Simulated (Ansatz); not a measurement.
Field-gradient calculation of Al26N27 (charge −1) (part 2 of 3)

Al26N27 (defect cell, 53 atoms in the cell, total charge −1); DFT, PBE, plane waves, PAW, spin-polarised (Ansatz 0.2.0); cutoff 420 eV, 3×3×3 k-mesh, Fermi–Dirac smearing of 0.01 eV, collinear spins. The structure derives from an entry of the Crystallography Open Database.

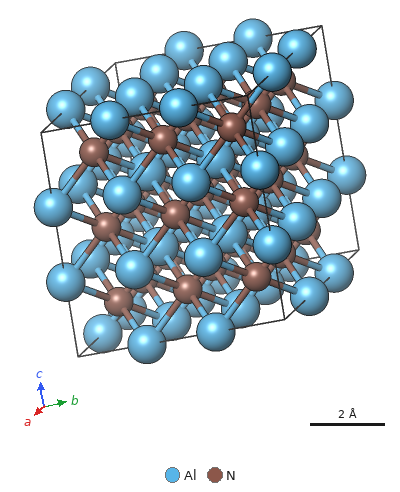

Fig. 1: The structure as given in the input (ball-and-stick view of the cell of the calculation, seen slightly off an axis).

**Output, continued**
```
--- Forces (eV/Å), atoms counted from 1 ---
  atom   1  Al    -1.40418050    -1.40416911     0.00000097
  atom   2  Al     1.40419437     1.40416891    -0.00000240
  atom   3  Al    -1.40418050     0.00000097    -1.40416911
  atom   4  Al    -0.11712607     0.11713056     0.11713056
  atom   5  Al     0.00000000     1.40417532    -1.40418888
  atom   6  Al     1.40419437    -0.00000240     1.40416891
  atom   7  Al     0.00000000    -1.40418888     1.40417532
  atom   8  Al     0.11712905    -0.11713149    -0.11713149
  atom   9  Al     0.00000000    -1.40418001    -1.40418001
  atom  10  Al     0.11712955    -0.11713150     0.11713356
  atom  11  Al     1.40418050     0.00000097    -1.40416911
  atom  12  Al     0.11712955     0.11713356    -0.11713150
  atom  13  Al    -0.11712905    -0.11713149    -0.11713149
  atom  14  Al     0.00000000    -0.00000244    -0.47603841
  atom  15  Al     1.40418050    -1.40416911     0.00000097
  atom  16  Al     0.00000000    -0.47603841    -0.00000244
  atom  17  Al     0.47601847     0.00000164     0.00000164
  atom  18  Al     0.00000000     1.40419344     1.40419344
  atom  19  Al    -1.40419437    -0.00000240     1.40416891
  atom  20  Al    -0.11712955     0.11713356    -0.11713150
  atom  21  Al    -1.40419437     1.40416891    -0.00000240
  atom  22  Al    -0.47601847     0.00000164     0.00000164
  atom  23  Al     0.00000000     0.47605427     0.00000533
  atom  24  Al    -0.11712955    -0.11713150     0.11713356
  atom  25  Al     0.00000000     0.00000533     0.47605427
  atom  26  Al     0.11712607     0.11713056     0.11713056
  atom  27  N      0.29408445     0.29408314     0.29408314
  atom  28  N     -0.29408208    -0.29408542     0.29408730
  atom  29  N      0.00000000     0.00000098     1.66078077
  atom  30  N     -0.29408208     0.29408730    -0.29408542
  atom  31  N      0.00000000     0.04413441     0.04413441
  atom  32  N     -0.04413647    -0.00000234     0.04413528
  atom  33  N      0.00000000     1.66078077     0.00000098
  atom  34  N     -0.04413647     0.04413528    -0.00000234
  atom  35  N     -1.66076172     0.00000160     0.00000160
  atom  36  N      0.29408827    -0.29408495    -0.29408495
  atom  37  N      0.04413647    -0.00000234     0.04413528
  atom  38  N      0.00000000    -0.04414023     0.04413221
  atom  39  N      0.04413647     0.04413528    -0.00000234
  atom  40  N      0.00000000    -0.00000109    -0.00000109
  atom  41  N     -0.04413274    -0.04413715     0.00000183
  atom  42  N      0.00000000     0.04413221    -0.04414023
  atom  43  N     -0.04413274     0.00000183    -0.04413715
  atom  44  N     -0.29408445     0.29408314     0.29408314
  atom  45  N      1.66076172     0.00000160     0.00000160
  atom  46  N      0.04413274    -0.04413715     0.00000183
  atom  47  N      0.00000000    -1.66079208     0.00000251
  atom  48  N      0.04413274     0.00000183    -0.04413715
  atom  49  N      0.00000000    -0.04413262    -0.04413262
  atom  50  N      0.29408208    -0.29408542     0.29408730
  atom  51  N      0.00000000     0.00000251    -1.66079208
  atom  52  N      0.29408208     0.29408730    -0.29408542
  atom  53  N     -0.29408827    -0.29408495    -0.29408495
  max |Σ_I F_I| component: 4.38e-6 eV/Å
--- Stress (GPa, compression-positive) ---
       25.278742       0.000000      -0.000000
        0.000000      25.278788       0.000009
       -0.000000       0.000009      25.278788
  P = ⅓ Tr σ = 25.2788 GPa (252.788 kbar)
--- PAW observables at the nuclei: V_zz in 10²¹ V/m², potentials from the cell's mean, atoms counted from 1 ---
  atom   1  Al V_zz =    +0.452998   η = 0.2318   by run symmetry: allowed   C_q = +1.6058 MHz
            electrostatic potential = -1235.416762 V   contact ρ = 10079.089014 e/Å³   contact ρ_s (e/Å³): all electrons -0.070243, valence -0.070543
  atom   2  Al V_zz =    +0.453000   η = 0.2318   by run symmetry: allowed   C_q = +1.6058 MHz
            electrostatic potential = -1235.416768 V   contact ρ = 10079.089011 e/Å³   contact ρ_s (e/Å³): all electrons -0.070242, valence -0.070541
  atom   3  Al V_zz =    +0.452998   η = 0.2318   by run symmetry: allowed   C_q = +1.6058 MHz
            electrostatic potential = -1235.416762 V   contact ρ = 10079.089014 e/Å³   contact ρ_s (e/Å³): all electrons -0.070243, valence -0.070543
  atom   4  Al V_zz =    -0.017260   η = 0.0001   by run symmetry: allowed   C_q = -0.0612 MHz
            electrostatic potential = -1235.058916 V   contact ρ = 10079.129857 e/Å³   contact ρ_s (e/Å³): all electrons -0.029207, valence -0.029359
  atom   5  Al V_zz =    +0.453000   η = 0.2318   by run symmetry: allowed   C_q = +1.6058 MHz
            electrostatic potential = -1235.416795 V   contact ρ = 10079.089009 e/Å³   contact ρ_s (e/Å³): all electrons -0.070242, valence -0.070541
  atom   6  Al V_zz =    +0.453000   η = 0.2318   by run symmetry: allowed   C_q = +1.6058 MHz
            electrostatic potential = -1235.416768 V   contact ρ = 10079.089011 e/Å³   contact ρ_s (e/Å³): all electrons -0.070242, valence -0.070541
  atom   7  Al V_zz =    +0.453000   η = 0.2318   by run symmetry: allowed   C_q = +1.6058 MHz
            electrostatic potential = -1235.416795 V   contact ρ = 10079.089009 e/Å³   contact ρ_s (e/Å³): all electrons -0.070242, valence -0.070541
  atom   8  Al V_zz =    -0.017260   η = 0.0000   by run symmetry: allowed   C_q = -0.0612 MHz
            electrostatic potential = -1235.058911 V   contact ρ = 10079.129858 e/Å³   contact ρ_s (e/Å³): all electrons -0.029206, valence -0.029358
  atom   9  Al V_zz =    +0.453002   η = 0.2318   by run symmetry: allowed   C_q = +1.6058 MHz
            electrostatic potential = -1235.416766 V   contact ρ = 10079.089014 e/Å³   contact ρ_s (e/Å³): all electrons -0.070242, valence -0.070541
  atom  10  Al V_zz =    -0.017262   η = 0.0000   by run symmetry: allowed   C_q = -0.0612 MHz
            electrostatic potential = -1235.058901 V   contact ρ = 10079.129859 e/Å³   contact ρ_s (e/Å³): all electrons -0.029206, valence -0.029358
  atom  11  Al V_zz =    +0.452998   η = 0.2318   by run symmetry: allowed   C_q = +1.6058 MHz
            electrostatic potential = -1235.416762 V   contact ρ = 10079.089014 e/Å³   contact ρ_s (e/Å³): all electrons -0.070243, valence -0.070543
  atom  12  Al V_zz =    -0.017262   η = 0.0000   by run symmetry: allowed   C_q = -0.0612 MHz
            electrostatic potential = -1235.058901 V   contact ρ = 10079.129859 e/Å³   contact ρ_s (e/Å³): all electrons -0.029206, valence -0.029358
  atom  13  Al V_zz =    -0.017260   η = 0.0000   by run symmetry: allowed   C_q = -0.0612 MHz
            electrostatic potential = -1235.058911 V   contact ρ = 10079.129858 e/Å³   contact ρ_s (e/Å³): all electrons -0.029206, valence -0.029358
  atom  14  Al V_zz =    -0.861488   η = 0.0000   by run symmetry: allowed   C_q = -3.0538 MHz
            electrostatic potential = -1235.264200 V   contact ρ = 10079.491805 e/Å³   contact ρ_s (e/Å³): all electrons -0.037047, valence -0.038572
  atom  15  Al V_zz =    +0.452998   η = 0.2318   by run symmetry: allowed   C_q = +1.6058 MHz
            electrostatic potential = -1235.416762 V   contact ρ = 10079.089014 e/Å³   contact ρ_s (e/Å³): all electrons -0.070243, valence -0.070543
  atom  16  Al V_zz =    -0.861488   η = 0.0000   by run symmetry: allowed   C_q = -3.0538 MHz
            electrostatic potential = -1235.264200 V   contact ρ = 10079.491805 e/Å³   contact ρ_s (e/Å³): all electrons -0.037047, valence -0.038572
  atom  17  Al V_zz =    -0.861477   η = 0.0000   by run symmetry: allowed   C_q = -3.0537 MHz
            electrostatic potential = -1235.264179 V   contact ρ = 10079.491805 e/Å³   contact ρ_s (e/Å³): all electrons -0.037046, valence -0.038570
  atom  18  Al V_zz =    +0.453005   η = 0.2318   by run symmetry: allowed   C_q = +1.6058 MHz
            electrostatic potential = -1235.416779 V   contact ρ = 10079.089010 e/Å³   contact ρ_s (e/Å³): all electrons -0.070242, valence -0.070542
  atom  19  Al V_zz =    +0.453000   η = 0.2318   by run symmetry: allowed   C_q = +1.6058 MHz
            electrostatic potential = -1235.416768 V   contact ρ = 10079.089011 e/Å³   contact ρ_s (e/Å³): all electrons -0.070242, valence -0.070541
  atom  20  Al V_zz =    -0.017262   η = 0.0000   by run symmetry: allowed   C_q = -0.0612 MHz
            electrostatic potential = -1235.058901 V   contact ρ = 10079.129859 e/Å³   contact ρ_s (e/Å³): all electrons -0.029206, valence -0.029358
  atom  21  Al V_zz =    +0.453000   η = 0.2318   by run symmetry: allowed   C_q = +1.6058 MHz
            electrostatic potential = -1235.416768 V   contact ρ = 10079.089011 e/Å³   contact ρ_s (e/Å³): all electrons -0.070242, valence -0.070541
  atom  22  Al V_zz =    -0.861477   η = 0.0000   by run symmetry: allowed   C_q = -3.0537 MHz
            electrostatic potential = -1235.264179 V   contact ρ = 10079.491805 e/Å³   contact ρ_s (e/Å³): all electrons -0.037046, valence -0.038570
  atom  23  Al V_zz =    -0.861501   η = 0.0000   by run symmetry: allowed   C_q = -3.0538 MHz
            electrostatic potential = -1235.264212 V   contact ρ = 10079.491802 e/Å³   contact ρ_s (e/Å³): all electrons -0.037049, valence -0.038574
  atom  24  Al V_zz =    -0.017262   η = 0.0000   by run symmetry: allowed   C_q = -0.0612 MHz
            electrostatic potential = -1235.058901 V   contact ρ = 10079.129859 e/Å³   contact ρ_s (e/Å³): all electrons -0.029206, valence -0.029358
  atom  25  Al V_zz =    -0.861501   η = 0.0000   by run symmetry: allowed   C_q = -3.0538 MHz
            electrostatic potential = -1235.264212 V   contact ρ = 10079.491802 e/Å³   contact ρ_s (e/Å³): all electrons -0.037049, valence -0.038574
  atom  26  Al V_zz =    -0.017260   η = 0.0001   by run symmetry: allowed   C_q = -0.0612 MHz
            electrostatic potential = -1235.058916 V   contact ρ = 10079.129857 e/Å³   contact ρ_s (e/Å³): all electrons -0.029207, valence -0.029359
  atom  27  N  V_zz =    -0.484133   η = 0.0000   by run symmetry: allowed   C_q = -0.2393 MHz
            electrostatic potential = -521.307217 V   contact ρ = 1412.242956 e/Å³   contact ρ_s (e/Å³): all electrons -0.011811, valence +0.005342
  atom  28  N  V_zz =    -0.484136   η = 0.0000   by run symmetry: allowed   C_q = -0.2393 MHz
            electrostatic potential = -521.307225 V   contact ρ = 1412.242955 e/Å³   contact ρ_s (e/Å³): all electrons -0.011810, valence +0.005343
  atom  29  N  V_zz =    +1.196662   η = 0.0000   by run symmetry: allowed   C_q = +0.5914 MHz
            electrostatic potential = -521.893660 V   contact ρ = 1413.668203 e/Å³   contact ρ_s (e/Å³): all electrons +0.267205, valence +0.478393
  atom  30  N  V_zz =    -0.484136   η = 0.0000   by run symmetry: allowed   C_q = -0.2393 MHz
            electrostatic potential = -521.307225 V   contact ρ = 1412.242955 e/Å³   contact ρ_s (e/Å³): all electrons -0.011810, valence +0.005343
  atom  31  N  V_zz =    +0.026281   η = 0.1438   by run symmetry: allowed   C_q = +0.0130 MHz
            electrostatic potential = -521.138364 V   contact ρ = 1412.329636 e/Å³   contact ρ_s (e/Å³): all electrons +0.010581, valence +0.045268
  atom  32  N  V_zz =    +0.026296   η = 0.1435   by run symmetry: allowed   C_q = +0.0130 MHz
            electrostatic potential = -521.138239 V   contact ρ = 1412.329616 e/Å³   contact ρ_s (e/Å³): all electrons +0.010588, valence +0.045276
  atom  33  N  V_zz =    +1.196662   η = 0.0000   by run symmetry: allowed   C_q = +0.5914 MHz
            electrostatic potential = -521.893660 V   contact ρ = 1413.668203 e/Å³   contact ρ_s (e/Å³): all electrons +0.267205, valence +0.478393
  atom  34  N  V_zz =    +0.026296   η = 0.1435   by run symmetry: allowed   C_q = +0.0130 MHz
            electrostatic potential = -521.138239 V   contact ρ = 1412.329616 e/Å³   contact ρ_s (e/Å³): all electrons +0.010588, valence +0.045276
  atom  35  N  V_zz =    +1.196731   η = 0.0000   by run symmetry: allowed   C_q = +0.5915 MHz
            electrostatic potential = -521.893493 V   contact ρ = 1413.668186 e/Å³   contact ρ_s (e/Å³): all electrons +0.267209, valence +0.478400
  atom  36  N  V_zz =    -0.484132   η = 0.0000   by run symmetry: allowed   C_q = -0.2393 MHz
            electrostatic potential = -521.307226 V   contact ρ = 1412.242956 e/Å³   contact ρ_s (e/Å³): all electrons -0.011811, valence +0.005343
  atom  37  N  V_zz =    +0.026296   η = 0.1435   by run symmetry: allowed   C_q = +0.0130 MHz
            electrostatic potential = -521.138239 V   contact ρ = 1412.329616 e/Å³   contact ρ_s (e/Å³): all electrons +0.010588, valence +0.045276
  atom  38  N  V_zz =    +0.026285   η = 0.1435   by run symmetry: allowed   C_q = +0.0130 MHz
            electrostatic potential = -521.138184 V   contact ρ = 1412.329599 e/Å³   contact ρ_s (e/Å³): all electrons +0.010589, valence +0.045277
  atom  39  N  V_zz =    +0.026296   η = 0.1435   by run symmetry: allowed   C_q = +0.0130 MHz
            electrostatic potential = -521.138239 V   contact ρ = 1412.329616 e/Å³   contact ρ_s (e/Å³): all electrons +0.010588, valence +0.045276
  atom  40  N  V_zz =    +0.000006   η = 0.8116   by run symmetry: allowed   C_q = +0.0000 MHz
            electrostatic potential = -521.031546 V   contact ρ = 1412.130666 e/Å³   contact ρ_s (e/Å³): all electrons -0.008730, valence -0.008565
  atom  41  N  V_zz =    +0.026288   η = 0.1435   by run symmetry: allowed   C_q = +0.0130 MHz
            electrostatic potential = -521.138247 V   contact ρ = 1412.329614 e/Å³   contact ρ_s (e/Å³): all electrons +0.010587, valence +0.045275
  atom  42  N  V_zz =    +0.026285   η = 0.1435   by run symmetry: allowed   C_q = +0.0130 MHz
            electrostatic potential = -521.138184 V   contact ρ = 1412.329599 e/Å³   contact ρ_s (e/Å³): all electrons +0.010589, valence +0.045277
  atom  43  N  V_zz =    +0.026288   η = 0.1435   by run symmetry: allowed   C_q = +0.0130 MHz
            electrostatic potential = -521.138247 V   contact ρ = 1412.329614 e/Å³   contact ρ_s (e/Å³): all electrons +0.010587, valence +0.045275
  atom  44  N  V_zz =    -0.484133   η = 0.0000   by run symmetry: allowed   C_q = -0.2393 MHz
            electrostatic potential = -521.307217 V   contact ρ = 1412.242956 e/Å³   contact ρ_s (e/Å³): all electrons -0.011811, valence +0.005342
  atom  45  N  V_zz =    +1.196731   η = 0.0000   by run symmetry: allowed   C_q = +0.5915 MHz
            electrostatic potential = -521.893493 V   contact ρ = 1413.668186 e/Å³   contact ρ_s (e/Å³): all electrons +0.267209, valence +0.478400
  atom  46  N  V_zz =    +0.026288   η = 0.1435   by run symmetry: allowed   C_q = +0.0130 MHz
            electrostatic potential = -521.138247 V   contact ρ = 1412.329614 e/Å³   contact ρ_s (e/Å³): all electrons +0.010587, valence +0.045275
  atom  47  N  V_zz =    +1.196592   η = 0.0000   by run symmetry: allowed   C_q = +0.5914 MHz
            electrostatic potential = -521.893730 V   contact ρ = 1413.668194 e/Å³   contact ρ_s (e/Å³): all electrons +0.267196, valence +0.478380
  atom  48  N  V_zz =    +0.026288   η = 0.1435   by run symmetry: allowed   C_q = +0.0130 MHz
            electrostatic potential = -521.138247 V   contact ρ = 1412.329614 e/Å³   contact ρ_s (e/Å³): all electrons +0.010587, valence +0.045275
  atom  49  N  V_zz =    +0.026271   η = 0.1438   by run symmetry: allowed   C_q = +0.0130 MHz
            electrostatic potential = -521.138400 V   contact ρ = 1412.329636 e/Å³   contact ρ_s (e/Å³): all electrons +0.010602, valence +0.045291
  atom  50  N  V_zz =    -0.484136   η = 0.0000   by run symmetry: allowed   C_q = -0.2393 MHz
            electrostatic potential = -521.307225 V   contact ρ = 1412.242955 e/Å³   contact ρ_s (e/Å³): all electrons -0.011810, valence +0.005343
  atom  51  N  V_zz =    +1.196592   η = 0.0000   by run symmetry: allowed   C_q = +0.5914 MHz
            electrostatic potential = -521.893730 V   contact ρ = 1413.668194 e/Å³   contact ρ_s (e/Å³): all electrons +0.267196, valence +0.478380
  atom  52  N  V_zz =    -0.484136   η = 0.0000   by run symmetry: allowed   C_q = -0.2393 MHz
            electrostatic potential = -521.307225 V   contact ρ = 1412.242955 e/Å³   contact ρ_s (e/Å³): all electrons -0.011810, valence +0.005343
  atom  53  N  V_zz =    -0.484132   η = 0.0000   by run symmetry: allowed   C_q = -0.2393 MHz
            electrostatic potential = -521.307226 V   contact ρ = 1412.242956 e/Å³   contact ρ_s (e/Å³): all electrons -0.011811, valence +0.005343
--- Band table (eV; the first three rows and the last of 16) ---
  k-point 0 ↑: bands = ["-6.3682", "-4.3086", "-4.3086", "-4.3086", "-4.2392", "-4.0887", "-4.0887", "-4.0887", "-4.0406", "-3.4860", "-3.4860", "-3.3287", "-3.3287", "-3.3287", "-2.4367", "-2.1702", "-2.1702", "-2.1702", "-2.1413", "-2.0372", "-2.0372", "-2.0372", "-1.3570", "-1.3570", "-1.3570", "-1.3269", "-1.3269", "5.1630", "5.1630", "5.1630", "5.1761", "5.1761", "5.1761", "5.1876", "5.2131", "5.2917", "5.2917", "5.2917", "5.3084", "5.3084", "5.3667", "5.3667", "5.3667", "5.4262", "5.4262", "5.4865", "5.4865", "5.4865", "5.5586", "5.5586", "5.5586", "5.5707", "5.8615", "5.8616", "5.8616", "6.0367", "6.2442", "6.2442", "6.2442", "6.2950", "6.2950", "6.8762", "6.8762", "6.8762", "7.9006", "9.3612", "9.3612", "9.3612", "9.3728", "9.3729", "9.3729", "9.4547", "9.4547", "9.4547", "9.4578", "9.4578", "9.4578", "9.5550", "9.7343", "9.7343", "9.7343", "9.8958", "9.8958", "10.2125", "10.2125", "10.2125", "10.3739", "10.3739", "10.3739", "10.7317", "10.7317", "10.7412", "10.7412", "10.7412", "11.0338", "11.0338", "11.0338", "11.0855", "11.0855", "11.0855", "11.2547", "11.2547", "11.2547", "11.9727", "11.9727", "12.2070", "12.2071", "12.2071", "18.0044", "18.0044", "18.0424", "18.2578", "18.2578", "18.2578", "18.5958", "18.7773", "18.8162", "18.8162", "18.8162", "18.8926", "18.8926", "18.9260", "18.9260", "18.9260", "19.0857", "19.0857", "19.0857", "19.1523", "19.1523", "19.1523", "19.2986", "19.3685", "19.3685", "19.3893", "19.5338", "19.5338", "19.5338", "19.8084", "19.8084", "19.8084", "21.0010", "23.2030", "23.2030", "23.2146", "23.2146", "23.2146", "23.3023", "23.3023", "23.3023", "23.3693", "23.3693", "23.3693", "23.9977", "23.9977", "23.9977", "24.0724", "24.0724", "24.0724", "24.0884", "24.2779", "24.2779", "24.3336"]
```
